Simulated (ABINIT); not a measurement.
Hubbard response calculation, with input and output: CoSi2 (part 1 of 3)

The run: hubbard response calculation of CoSi2 (Fm-3m, 3 atoms in the cell). Method and program: Kohn-Sham DFT of a periodic cell, LDA, DFT+U, JTH PAW LDA v2.0, spin-polarised (ABINIT 10.8.3).

The structure derives from an entry of the Crystallography Open Database.

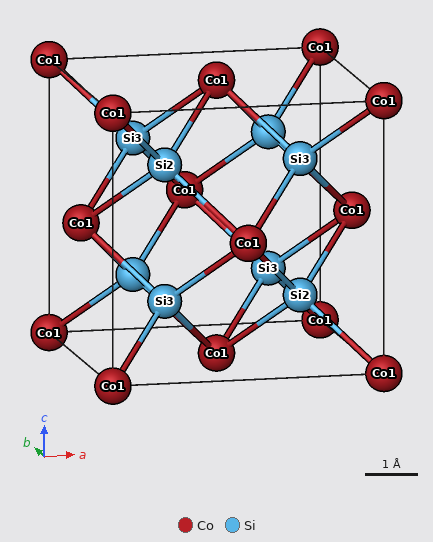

**Figure 1.** The structure (ball-and-stick view of the cell 4 times as large as that of the calculation, set on its symmetry axes, seen slightly off an axis; atoms are numbered from 1 in the order of the input). An atom can appear more than once, as a periodic image.

Input:
```
ndtset 2

pp_dirpath "./"
pseudos "Co.LDA_PW-JTH.xml, Si.LDA_PW-JTH.xml"

acell 3*1.0
rprim
     0.0000000000     5.0606865617     5.0606865617
     5.0606865617     0.0000000000     5.0606865617
     5.0606865617     5.0606865617     0.0000000000
ntypat 2
znucl 27 14
natom 3
typat 1 2 2
xred
            0.0            0.0            0.0
            3/4            3/4            3/4
            1/4            1/4            1/4

ecut 22.0
pawecutdg 44.0

kptopt 2
ngkpt 4 4 4
nshiftk 1
shiftk 0.0 0.0 0.0

ixc 7

nband 17
occopt 3
tsmear 0.05 eV

nsppol 2
spinat
     0.0000000000     0.0000000000     2.0000000000
     0.0000000000     0.0000000000     0.0000000000
     0.0000000000     0.0000000000     0.0000000000
nsym 1

usepawu 1
lpawu 2 -1
upawu 0.0 0.0 eV
jpawu 0.0 0.0 eV
dmatpuopt 3

nstep 120
tolvrs 1.0e-9

prteig 0
prtebands 0
prtden 0
prtwf 0

irdwfk 1
macro_uj 1
pawujat 1
pawujv1 -0.1 eV
pawujv2 0.1 eV
```

File gs.abi:
```
pp_dirpath "./"
pseudos "Co.LDA_PW-JTH.xml, Si.LDA_PW-JTH.xml"

acell 3*1.0
rprim
     0.0000000000     5.0606865617     5.0606865617
     5.0606865617     0.0000000000     5.0606865617
     5.0606865617     5.0606865617     0.0000000000
ntypat 2
znucl 27 14
natom 3
typat 1 2 2
xred
            0.0            0.0            0.0
            3/4            3/4            3/4
            1/4            1/4            1/4

ecut 22.0
pawecutdg 44.0

kptopt 2
ngkpt 4 4 4
nshiftk 1
shiftk 0.0 0.0 0.0

ixc 7

nband 17
occopt 3
tsmear 0.05 eV

nsppol 2
spinat
     0.0000000000     0.0000000000     2.0000000000
     0.0000000000     0.0000000000     0.0000000000
     0.0000000000     0.0000000000     0.0000000000
nsym 1

usepawu 1
lpawu 2 -1
upawu 0.0 0.0 eV
jpawu 0.0 0.0 eV
dmatpuopt 3

nstep 120
tolvrs 1.0e-9

prteig 0
prtebands 0
prtden 0
```

Machine: 1 thread of Arm Neoverse V1, 112 GiB of memory available, shared host.

Launch command:
```bash
abinit gs.abi > log 2>&1
ln -s gso_WFK runi_DS1_WFK
ln -s gso_WFK runi_DS2_WFK
abinit run.abi > log 2>&1
lruj runo_DS1_LRUJ.nc runo_DS2_LRUJ.nc > lruj.log 2>&1
```

What the program printed:
```
.Version 10.8.3 of ABINIT
 DATASET    1 : space group P1 (#  1); Bravais aP (primitive triclinic)
================================================================================
 Values of the parameters that define the memory need for DATASET  1.
     intxc =       0    ionmov =       0      iscf =      17    lmnmax =      18
     lnmax =       6     mgfft =      32  mpssoang =       3    mqgrid =    3001
     natom =       3  nloc_mem =       2    nspden =       2   nspinor =       1
    nsppol =       2      nsym =       1    n1xccc =       1    ntypat =       2
    occopt =       3   xclevel =       1
       mpw =        1287          nfft =       32768          nkpt =          36
 PAW method is used; the additional fine FFT grid is defined by:
   mgfftf=        45    nfftf =     91125
================================================================================
================================================================================

 DATASET    2 : space group P1 (#  1); Bravais aP (primitive triclinic)
================================================================================
 Values of the parameters that define the memory need for DATASET  2.
     intxc =       0    ionmov =       0      iscf =      17    lmnmax =      18
     lnmax =       6     mgfft =      32  mpssoang =       3    mqgrid =    3001
     natom =       3  nloc_mem =       2    nspden =       2   nspinor =       1
    nsppol =       2      nsym =       1    n1xccc =       1    ntypat =       2
    occopt =       3   xclevel =       1
       mpw =        1287          nfft =       32768          nkpt =          36
 PAW method is used; the additional fine FFT grid is defined by:
   mgfftf=        45    nfftf =     91125
================================================================================
================================================================================

--------------------------------------------------------------------------------
------------- Echo of variables that govern the present computation ------------
--------------------------------------------------------------------------------
 -outvars: echo values of preprocessed input variables --------
            acell      1.0000000000E+00  1.0000000000E+00  1.0000000000E+00 Bohr
              amu      5.89332000E+01  2.80855000E+01
         atvshift1      -0.00367   -0.00367   -0.00367   -0.00367   -0.00367
                        -0.00367   -0.00367   -0.00367   -0.00367   -0.00367
                         0.00000    0.00000    0.00000    0.00000    0.00000
                         0.00000    0.00000    0.00000    0.00000    0.00000
                         0.00000    0.00000    0.00000    0.00000    0.00000
                         0.00000    0.00000    0.00000    0.00000    0.00000
         atvshift2       0.00367    0.00367    0.00367    0.00367    0.00367
                         0.00367    0.00367    0.00367    0.00367    0.00367
                         0.00000    0.00000    0.00000    0.00000    0.00000
                         0.00000    0.00000    0.00000    0.00000    0.00000
                         0.00000    0.00000    0.00000    0.00000    0.00000
                         0.00000    0.00000    0.00000    0.00000    0.00000
           diemix      4.50000000E-01
        dmatpuopt           3
             ecut      2.20000000E+01 Hartree
           irdwfk           1
              ixc           7
           jdtset        1    2
           kptopt           2
         kptrlatt        4    0    0      0    4    0      0    0    4
          kptrlen      2.86275663E+01
            lpawu           2      -1
         macro_uj        1
            natom           3
            nband          17
        natvshift        5
           ndtset           2
            ngfft          32      32      32
          ngfftdg          45      45      45
             nkpt          36
           nspden           2
           nsppol           2
            nstep         120
             nsym           1
           ntypat           2
           occopt           3
        pawecutdg      4.40000000E+01 Hartree
           pawujv1    -3.6749322176E-03 Hartree
           pawujv2     3.6749322176E-03 Hartree
           prtden           0
        prtebands           0
           prteig           0
            prtwf           0
            rprim      0.0000000000E+00  5.0606865617E+00  5.0606865617E+00
                       5.0606865617E+00  0.0000000000E+00  5.0606865617E+00
                       5.0606865617E+00  5.0606865617E+00  0.0000000000E+00
          spgroup           1
           spinat      0.0000000000E+00  0.0000000000E+00  2.0000000000E+00
                       0.0000000000E+00  0.0000000000E+00  0.0000000000E+00
                       0.0000000000E+00  0.0000000000E+00  0.0000000000E+00
           tolvrs      1.00000000E-09
           tsmear      1.83746611E-03 Hartree
            typat      1  2  2
          usepawu           1
           useylm           1
           xangst      0.0000000000E+00  0.0000000000E+00  0.0000000000E+00
                       4.0169999972E+00  4.0169999972E+00  4.0169999972E+00
                       1.3389999991E+00  1.3389999991E+00  1.3389999991E+00
            xcart      0.0000000000E+00  0.0000000000E+00  0.0000000000E+00
                       7.5910298426E+00  7.5910298426E+00  7.5910298426E+00
                       2.5303432808E+00  2.5303432808E+00  2.5303432808E+00
             xred      0.0000000000E+00  0.0000000000E+00  0.0000000000E+00
                       7.5000000000E-01  7.5000000000E-01  7.5000000000E-01
                       2.5000000000E-01  2.5000000000E-01  2.5000000000E-01
            znucl       27.00000   14.00000

================================================================================

 chkinp: Checking input parameters for consistency, jdtset=   1.

 chkinp: Checking input parameters for consistency, jdtset=   2.

================================================================================
== DATASET  1 ==================================================================

--- !DatasetInfo
iteration_state: {dtset: 1, }
dimensions: {natom: 3, nkpt: 36, mband: 17, nsppol: 2, nspinor: 1, nspden: 2, mpw: 1287, }
cutoff_energies: {ecut:  22.0, pawecutdg:  44.0, }
electrons: {nelect:   2.50000000E+01, charge:   0.00000000E+00, occopt:   3.00000000E+00, tsmear:   1.83746611E-03, }
meta: {optdriver: 0, ionmov: 0, optcell: 0, iscf: 17, paral_kgb: 0, }
...

 Exchange-correlation functional for the present dataset will be:
  LDA: Perdew-Wang 92 LSD fit to Ceperley-Alder data - ixc=7
  J.P.Perdew and Y.Wang, PRB 45, 13244 (1992)

 Real(R)+Recip(G) space primitive vectors, cartesian coordinates (Bohr,Bohr^-1):
 R(1)=  0.0000000  5.0606866  5.0606866  G(1)= -0.0988008  0.0988008  0.0988008
 R(2)=  5.0606866  0.0000000  5.0606866  G(2)=  0.0988008 -0.0988008  0.0988008
 R(3)=  5.0606866  5.0606866  0.0000000  G(3)=  0.0988008  0.0988008 -0.0988008
 Unit cell volume ucvol=  2.5921392E+02 bohr^3
 Angles (23,13,12)=  6.00000000E+01  6.00000000E+01  6.00000000E+01 degrees

 Coarse grid specifications (used for wave-functions):

 getcut: wavevector=  0.0000  0.0000  0.0000  ngfft=  32  32  32
         ecut(hartree)=     22.000   => boxcut(ratio)=   2.11763

 Fine grid specifications (used for densities):

 getcut: wavevector=  0.0000  0.0000  0.0000  ngfft=  45  45  45
         ecut(hartree)=     44.000   => boxcut(ratio)=   2.05891

--- Pseudopotential description ------------------------------------------------
- pspini: atom type   1  psp file is ./Co.LDA_PW-JTH.xml
 Pseudopotential format is: paw10
 basis_size (lnmax)=  6 (lmn_size= 18), orbitals=   0   0   1   1   2   2
 Spheres core radius: rc_sph= 2.10903434
 Shapefunction is SIN type: shapef(r)=[sin(pi*r/rshp)/(pi*r/rshp)]**2
 Radius for shape functions =  1.60384542
 Compensation charge density is not taken into account in XC energy/potential

- pspini: atom type   2  psp file is ./Si.LDA_PW-JTH.xml
 Pseudopotential format is: paw10
 basis_size (lnmax)=  4 (lmn_size=  8), orbitals=   0   0   1   1
 Spheres core radius: rc_sph= 1.90944987
 Shapefunction is BESSEL type: shapef(r,l)=aa(1,l)*jl(q(1,l)*r)+aa(2,l)*jl(q(2,l)*r)
 Radius for shape functions =  1.60149249
 Compensation charge density is not taken into account in XC energy/potential

   5.60998999E+02                                ecore*ucvol(ha*bohr**3)
--------------------------------------------------------------------------------

-inwffil : will read wavefunctions from disk file runi_DS1_WFK

 ******************************************
 DFT+U Method used: FLL
 ******************************************

================================================================================

--- !BeginCycle
iteration_state: {dtset: 1, }
solver: {iscf: 17, nstep: 120, nline: 4, wfoptalg: 10, }
tolerances: {tolvrs: 1.00E-09, }
...

     iter   Etot(hartree)      deltaE(h)  residm     nres2   difmagsph maxmagsph
 ETOT  1  -154.67045730371    -1.547E+02 3.997E-07 9.445E-02 2.550E-07 2.550E-07
 ETOT  2  -154.67063734929    -1.800E-04 6.857E-06 3.845E-01 1.633E-07 4.183E-07
 ETOT  3  -154.67037857858     2.588E-04 1.273E-04 4.397E-04 5.946E-07 3.809E-07
 ETOT  4  -154.67039331501    -1.474E-05 7.296E-06 4.136E-04 2.723E-07 1.085E-07
 ETOT  5  -154.67039265453     6.605E-07 2.449E-07 5.087E-05 4.655E-07 5.083E-07
 ETOT  6  -154.67039261019     4.434E-08 4.979E-08 2.579E-05 3.989E-07 1.094E-07
 ETOT  7  -154.67039258147     2.872E-08 1.055E-08 3.454E-06 5.874E-08 5.289E-08
 ETOT  8  -154.67039258079     6.854E-10 1.172E-08 9.187E-07 3.738E-08 1.857E-08
 ETOT  9  -154.67039258011     6.811E-10 4.419E-09 3.048E-08 5.327E-08 6.655E-08
 ETOT 10  -154.67039258025    -1.455E-10 3.272E-09 1.029E-08 5.078E-08 1.577E-08
 ETOT 11  -154.67039258029    -3.962E-11 1.911E-09 9.089E-10 1.657E-08 1.158E-08

 At SCF step   11       nres2   =  9.09E-10 < tolvrs=  1.00E-09 =>converged.

 Cartesian components of stress tensor (hartree/bohr^3)
  sigma(1 1)=  3.15607236E-04  sigma(3 2)=  1.22171069E-10
  sigma(2 2)=  3.15607718E-04  sigma(3 1)= -2.96871975E-11
  sigma(3 3)=  3.15607547E-04  sigma(2 1)=  2.72280669E-11

--- !ResultsGS
iteration_state: {dtset: 1, }
comment   : Summary of ground state results
lattice_vectors:
- [  0.0000000,   5.0606866,   5.0606866, ]
- [  5.0606866,   0.0000000,   5.0606866, ]
- [  5.0606866,   5.0606866,   0.0000000, ]
lattice_lengths: [   7.15689,    7.15689,    7.15689, ]
lattice_angles: [ 60.000,  60.000,  60.000, ] # degrees, (23, 13, 12)
lattice_volume:   2.5921392E+02
convergence: {deltae: -3.962E-11, res2:  9.089E-10, residm:  1.911E-09, diffor: null, }
etotal    :  -1.54670393E+02
entropy   :   0.00000000E+00
fermie    :   3.83785941E-01
cartesian_stress_tensor: # hartree/bohr^3
- [  3.15607236E-04,   2.72280669E-11,  -2.96871975E-11, ]
- [  2.72280669E-11,   3.15607718E-04,   1.22171069E-10, ]
- [ -2.96871975E-11,   1.22171069E-10,   3.15607547E-04, ]
pressure_GPa:  -9.2855E+00
xred      :
- [  0.0000E+00,   0.0000E+00,   0.0000E+00, Co]
- [  7.5000E-01,   7.5000E-01,   7.5000E-01, Si]
- [  2.5000E-01,   2.5000E-01,   2.5000E-01, Si]
cartesian_forces: # hartree/bohr
- [  2.48868316E-09,   1.96673974E-08,  -1.18264785E-09, ]
- [  1.95368970E-09,  -8.26928876E-09,   5.10553503E-09, ]
- [ -4.44237286E-09,  -1.13981087E-08,  -3.92288718E-09, ]
force_length_stats: {min:   9.91284661E-09, max:   1.98594744E-08, mean:   1.42063780E-08, }
...

 Integrated electronic and magnetization densities in atomic spheres:
 ------------------------------------------------------------------------------------------------------------
 Radius=ratsph(iatom), smearing ratsm=  0.0000. Diff(up-dn)=approximate z local magnetic moment.
    Atom    Radius    up_density   dn_density  Total(up+dn)  Diff(up-dn)
    1 Co   2.10903     7.964266     7.964266     15.928531    -0.000000
    2 Si   1.90945     0.765678     0.765678      1.531357    -0.000000
    3 Si   1.90945     0.765678     0.765678      1.531357     0.000000
 ------------------------------------------------------------------------------------------------------------
  Sum:                 9.495622     9.495622     18.991244    -0.000000
 Total magnetization (from the atomic spheres):               -0.000000
 Total magnetization (exact up - dn):                         -0.000000

 ---------- DFT+U DATA ---------------------------------------------------

 ====== For Atom     1, occupations for correlated orbitals. lpawu =   2

 Atom   1. Occ. for lpawu and for spin  1 =   3.53069
 Atom   1. Occ. for lpawu and for spin  2 =   3.53069
 => On atom   1,  local Mag. for lpawu is        0.000000

 == Occupation matrix for correlated orbitals:

 Occupation matrix for spin  1
     0.67850    0.00000    0.00000    0.00000    0.00000
     0.00000    0.67850    0.00000   -0.00000   -0.00000
     0.00000    0.00000    0.74760   -0.00000    0.00000
     0.00000   -0.00000   -0.00000    0.67850   -0.00000
     0.00000   -0.00000    0.00000   -0.00000    0.74760

 Occupation matrix for spin  2
     0.67850   -0.00000    0.00000   -0.00000    0.00000
    -0.00000    0.67850    0.00000   -0.00000   -0.00000
     0.00000    0.00000    0.74760    0.00000    0.00000
    -0.00000   -0.00000    0.00000    0.67850   -0.00000
     0.00000   -0.00000    0.00000   -0.00000    0.74760

 ---------- calculate U, (J) start ----------

 All pawujat  ok and equal to   1
 macro_uj=1 and nspden=2: standard determination of Hubbard U-parameter

*********************************************************************
************************  Linear Response U  ************************

 Info printed for perturbed atom:    1

  Perturbations           Occupations
 --------------- -----------------------------
    alpha [eV]     Unscreened      Screened
 --------------- -----------------------------
   0.0000000000   7.0491233811   7.0491233811
  -0.1000000000   7.0704500189   7.0613900270

                    Scalar response functions:
                    Chi0 [eV^-1]:     -0.47393
                    Chi [eV^-1]:      -0.12267

 The scalar U from the two-point regression scheme is   6.04215 eV.
*********************************************************************
*********************************************************************
Note: For more reliable linear regressions of the response
matrices, it is advised that you have more than two points.
See the LRUJ protocol for more information.

 URES      ii    nat       r_max    U(J)[eV]   U_ASA[eV]   U_inf[eV]
 URES       1      1     0.00000     1.51054     1.25231     1.13442
 URES       2      8    10.12140     5.29621     4.39082     3.97748
 URES       3     27    12.39610     5.81865     4.82396     4.36984
 URES       4     64    20.24270     5.94776     4.93100     4.46681
 URES       5    125    21.47070     5.99382     4.96918     4.50139
 URES       6    216    30.36410     6.01418     4.98606     4.51668

 ---------- calculate U, (J) end --------------

================================================================================

 ----iterations are completed or convergence reached----
```
